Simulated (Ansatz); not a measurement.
Rh (Cmcm, No. 63): the end point of a relaxation with DFT, revPBE, plane waves (420 eV) with PAW, scalar-relativistic (Ansatz); the starting structure was generated, so it need not be a known form of this composition.

```
Rh
1.0
     2.70025    0.00000    0.00000
     0.00000    8.17733    0.00000
     0.00000    0.00000    2.72477
Rh
4
Direct
  0.00000 0.63521 0.25000
  0.50000 0.86479 0.75000
  0.50000 0.13521 0.25000
  0.00000 0.36479 0.75000
```

What will an integrated-DPC-like image along [201] show? Simulated as the projected potential of neutral atoms (B = 0.3 Å²) blurred by a 0.65 Å probe, the thin-sample limit of integrated differential phase contrast. Shot noise was added.

Answer. The columns repeat on a centred rectangular net of 1.22 × 8.18 Å (plane group c2mm). All columns are alike (Rh). The shortest distance between visible columns is 1.22 Å in projection. Along the beam the structure repeats every 6.05 Å.

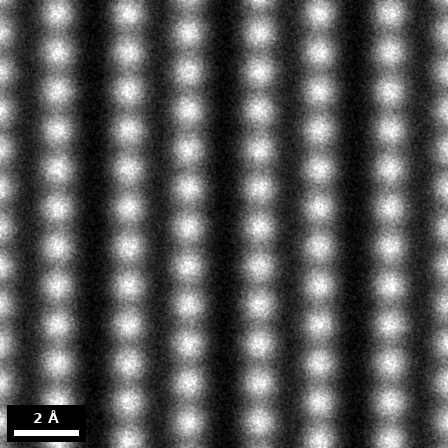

The simulated image.
